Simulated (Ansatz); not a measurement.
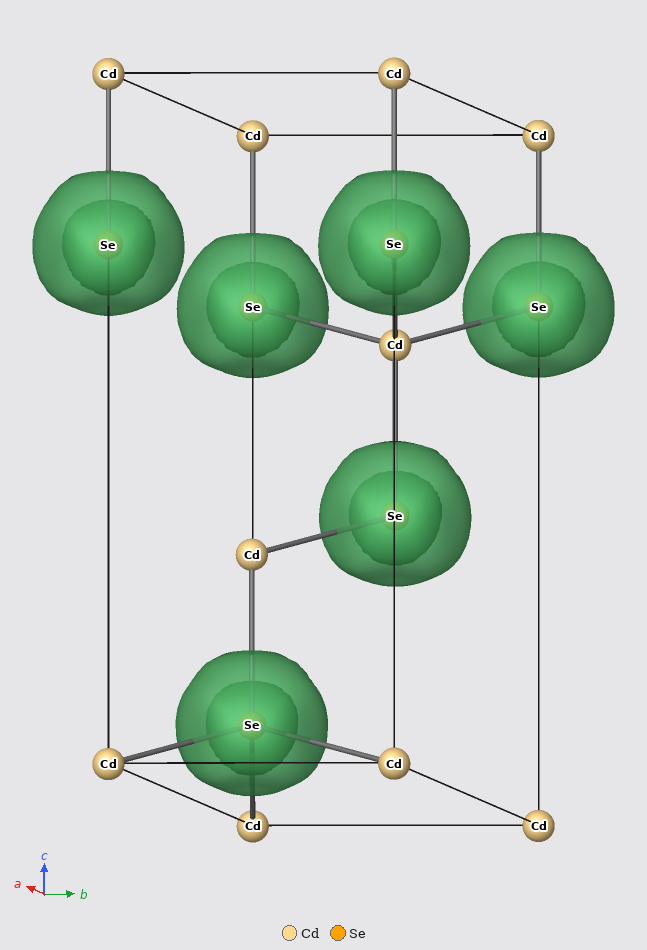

*CdSe. Isosurface of the ELF at 0.75 (green), seen at an oblique angle. Only the valence region is drawn (cores and ρ < 0.01 e/Å³ removed). Sticks mark near contacts.*

Space group R3m; started from the zincblende prototype, which need not be the ambient phase; changed on purpose from its base cell (epitaxial 111 strain -1.0%).

These are results of Ansatz, DFT, r2SCAN with spin-orbit coupling, plane waves, PAW, not measurements.

Core electrons are frozen (PAW), and the valence fields are smoothed inside the atomic spheres.

Where are the electrons localised?

Answer. At this value the surface marks out three regions wrapped around Se (the valence shell of each), counted in one cell of 6 atoms. Regions shared between cells count once.

Values along the shortest contacts:
Cd–Se (2.65 Å): the ELF is about 0.40 at the midpoint.

Does the calculation give a band gap?

Answer. It is gapped, with a Kohn–Sham gap of 0.91 eV on the k-point mesh, an upper bound to the gap of this method.
